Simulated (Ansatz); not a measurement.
# Fermi surface of Al$_{2}$Pt in space group Fm-3m

Input

```yaml
crystal:
  lattice:
    - [0.0, 2.955, 2.955]
    - [2.955, 0.0, 2.955]
    - [2.955, 2.955, 0.0]
  atoms:
    - { symbol: Al, position: [0.25, 0.25, 0.25] }
    - { symbol: Al, position: [0.75, 0.75, 0.75] }
    - { symbol: Pt, position: [0.0, 0.0, 0.0] }
basis:
  ecutwfc: 420
kpoints:
  mp_grid: { grid: [12, 12, 12] }
hamiltonian:
  xc: pbe
scf:
  occupations: { method: gaussian, width: 0.05 }
output:
  forces: true
  eigenvalues: true
  eigenstates:
    nscf_kmesh: { grid: [28, 28, 28] }
    top_band: c12
    de_dk: true
    localisation: true
  stress: true
checkpoint:
  write: ck
  compress: false
  write_wavefunctions: false
  write_every: 100000
magnetization:
  noncollinear: true
  spin_orbit: true
```

Launched as:

```sh
ansatz run input.yaml --threads 1 --pin off --max-ram 3072MiB --backend cpu --events-out ev --progress --plain --runs-dir out
```

The calculation used DFT PBE, spin-orbit coupling, plane waves, PAW; levels and slopes on a dense k mesh at the converged density (Ansatz 0.2.0). Non-magnetic. With an inversion centre and no moment every band is doubly degenerate; a pair is shown and named once. k mesh for the levels: 28×28×28. Cell and positions as given, without relaxation.

Part 1: The sheets

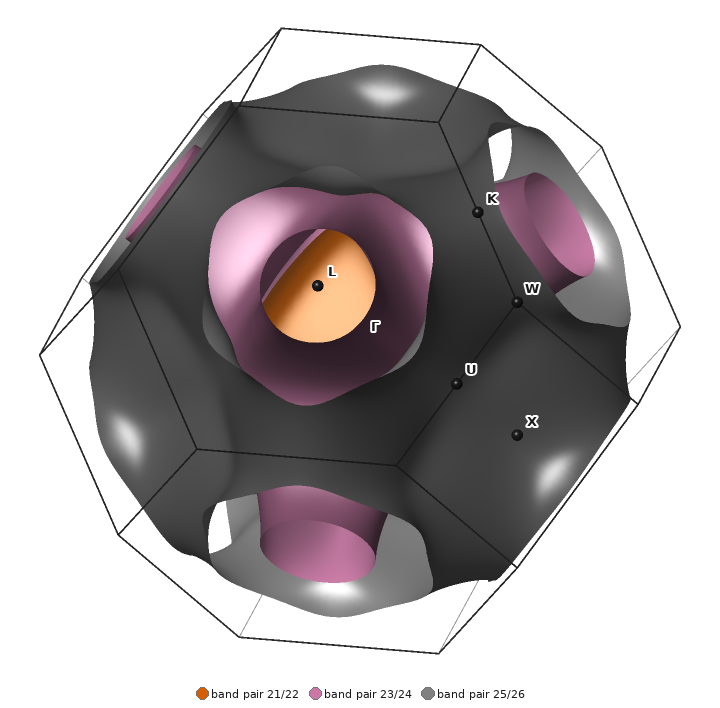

Computed Fermi surface of this crystal. Each colour is one band. The brighter face of a sheet looks towards empty states.

**What does each sheet look like, and where are the electron and hole pockets?**

Three doubly degenerate bands cross the Fermi level; this is a three-dimensional metal.

Band pair 21/22: one hole pocket centred at Γ (6.3 % of the zone).
Band pair 23/24: a multiply connected open sheet, with filled and empty regions both running through the repeated zones in all directions (the band is filled at X and W and empty at Γ and L).
Band pair 25/26: a multiply connected open sheet, with filled and empty regions both running through the repeated zones in all directions (the band is filled at X and W and empty at Γ and L).

**How large are the density of states and the plasma frequency?**

The density of states at the Fermi level is 1.2 states/eV per primitive cell. The intraband plasma frequency is 7.4 eV in all directions.

Part 2: Speeds

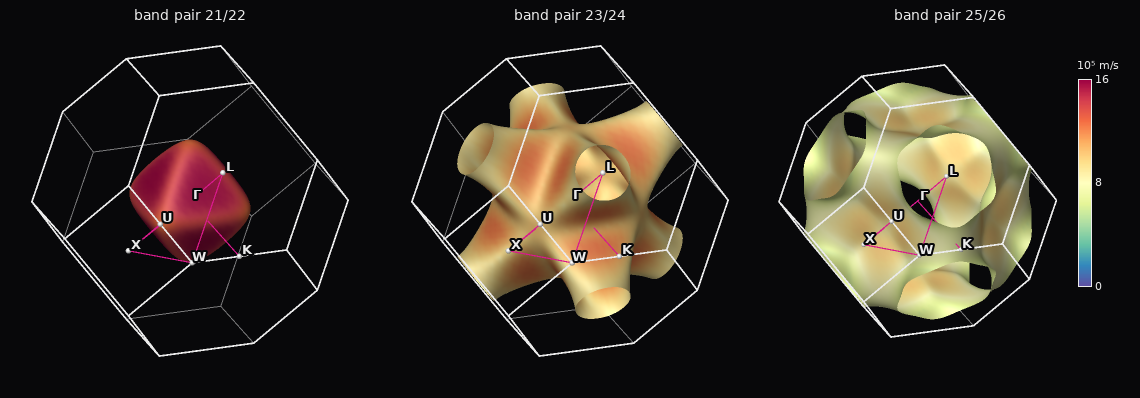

Fermi surface of this crystal, coloured by the Fermi speed.

**Give the range and mean of the Fermi speed for each band.**

Band pair 21/22: 13 to 16 × 10⁵ m/s over most of the sheet, 15 × 10⁵ m/s on average over states. Band pair 23/24: 8.9 to 12 × 10⁵ m/s over most of the sheet, 10 × 10⁵ m/s on average over states. Band pair 25/26: 6.3 to 10 × 10⁵ m/s over most of the sheet, 7.8 × 10⁵ m/s on average over states.

**Which of these bands adds most to the density of states at the Fermi level?**

Band pair 25/26, with 0.64 of 1.2 states/eV per cell.

Part 3: Cuts and bands

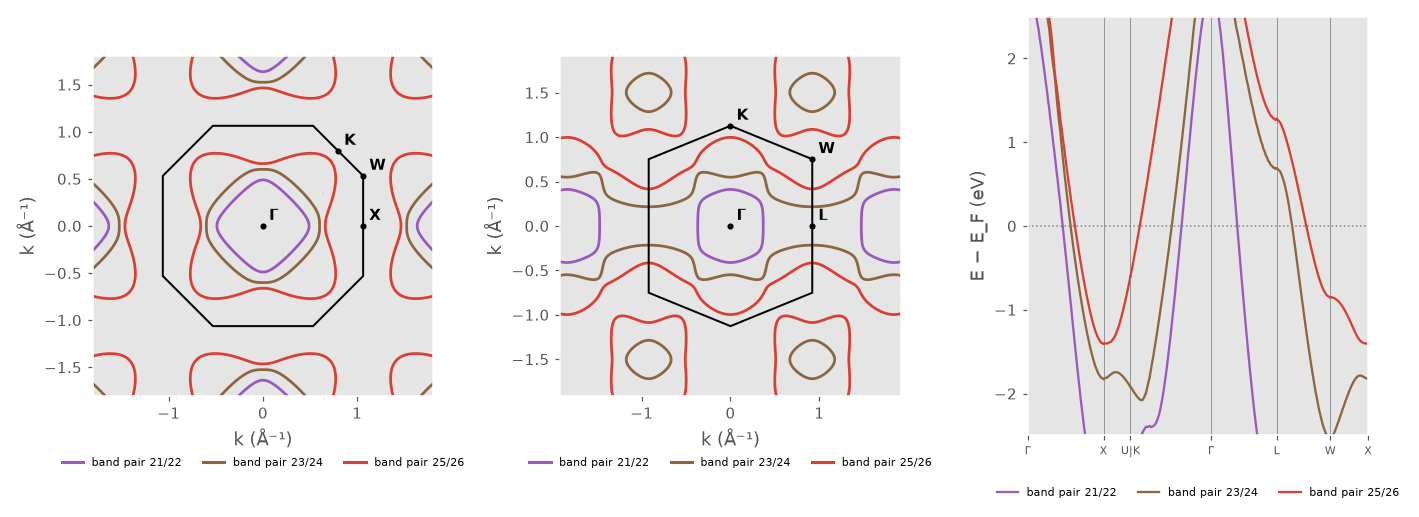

This crystal: cuts through the Fermi surface in the plane through Γ, X and W and the plane through Γ, L and W, and the bands that cross the Fermi level.

**For each band, read its level at the labelled points (eV from the Fermi level).**

| band | Γ | X | L | W |
| --- | --- | --- | --- | --- |
| band pair 21/22 | above | below | below | below |
| band pair 23/24 | above | −1.83 | +0.69 | below |
| band pair 25/26 | above | −1.41 | +1.27 | −0.85 |

Negative values are filled states; "above" and "below" lie outside the plotted window.

Part 4: Quantum oscillations

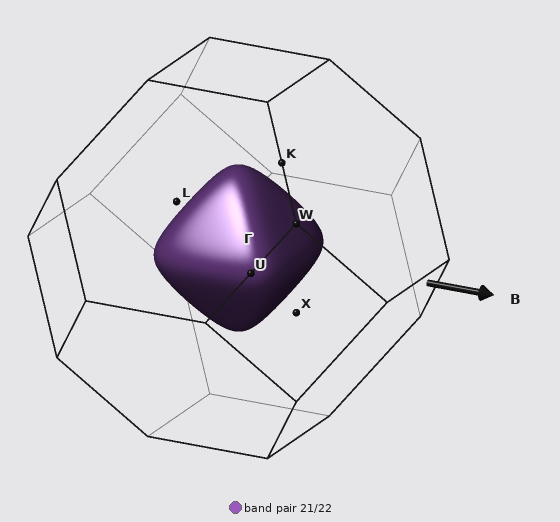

A band of this crystal with a closed pocket at the Fermi level (other bands may have more); the arrow B points along ⟨110⟩. One band is drawn. The brighter face of a sheet looks towards empty states. Conventional cell: a = 5.91 Å, b = 5.91 Å, c = 5.91 Å, α = 90.00°, β = 90.00°, γ = 90.00°.

**Estimate the largest cross-section normal to ⟨110⟩, and the quantum-oscillation frequency for a field along ⟨110⟩, of the pocket of band pair 21/22 at Γ.**

The hole pocket of band pair 21/22 at Γ: about 0.52 Å⁻², so F = ħA/2πe ≈ 5.5 kT; it holds 0.13 holes per cell.

Necks and pockets thinner than about two mesh steps aren't resolved, so separate pockets may in truth be joined.

The run (self-consistency and the dense mesh) took 3.8 min on 1 thread of Arm Neoverse V2 (shared host), peak memory 1.1 GiB.
